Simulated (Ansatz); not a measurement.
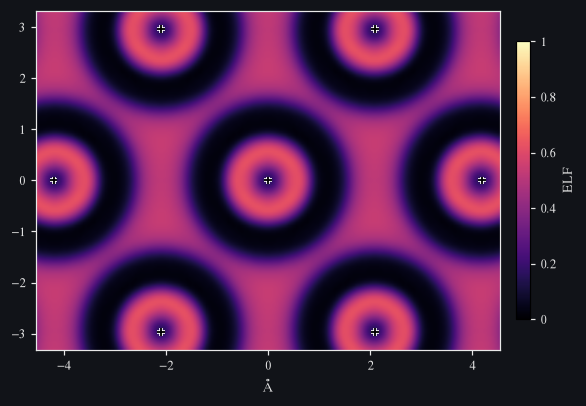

The ELF on a plane through atoms (crosses mark nuclei in the plane).

Level of theory: DFT PBE, scalar-relativistic, plane waves, PAW (Ansatz 0.2.0).

Candidates:
A. Na, a = 4.20 Å, b = 4.20 Å, c = 4.20 Å, α = 90.00°, β = 90.00°, γ = 90.00°. Space group Im-3m; computed without spin polarisation.
B. BaTe, a = 7.07 Å, b = 7.07 Å, c = 7.07 Å, α = 90.00°, β = 90.00°, γ = 90.00°. Space group Fm-3m; a structure from a database of computed crystals, not necessarily the ambient phase.

Which candidate gave the map?

Candidate A: Na on the (011) plane of the conventional cell, which holds Na. Na–Na (3.63 Å): the ELF is about 0.40 at the midpoint.
